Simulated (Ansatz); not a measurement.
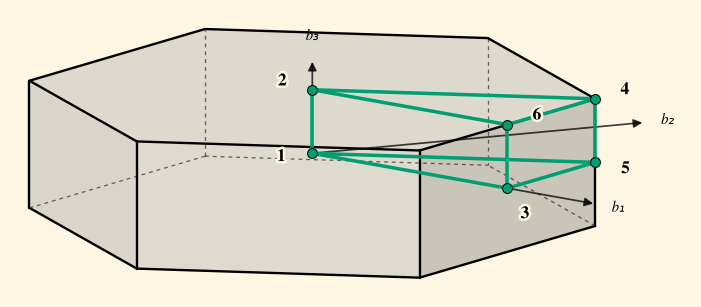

The first Brillouin zone of a primitive hexagonal lattice (hP; extended symbol hP2) is drawn with its special points numbered. Crystal: Ge, the input geometry of an electronic-structure calculation (not necessarily at equilibrium); the starting structure was generated, so it need not be a known form of this composition. Symmetry computed with spglib at a tolerance of 0.002 Å; standard conventional cell.

a = 3.037 Å, b = 3.037 Å, c = 9.956 Å, α = 90.00°, β = 90.00°, γ = 120.00°.

Labels and path follow the convention of Hinuma et al. (2017), as computed by seekpath; the arrows show the directions of the reciprocal primitive vectors b₁, b₂, b₃, in which coordinates are given.

**Which special point is each number?**

```csv
no.,label,coordinates
1,Γ,"(0, 0, 0)"
2,A,"(0, 0, 1/2)"
3,M,"(1/2, 0, 0)"
4,H,"(1/3, 1/3, 1/2)"
5,K,"(1/3, 1/3, 0)"
6,L,"(1/2, 0, 1/2)"
```
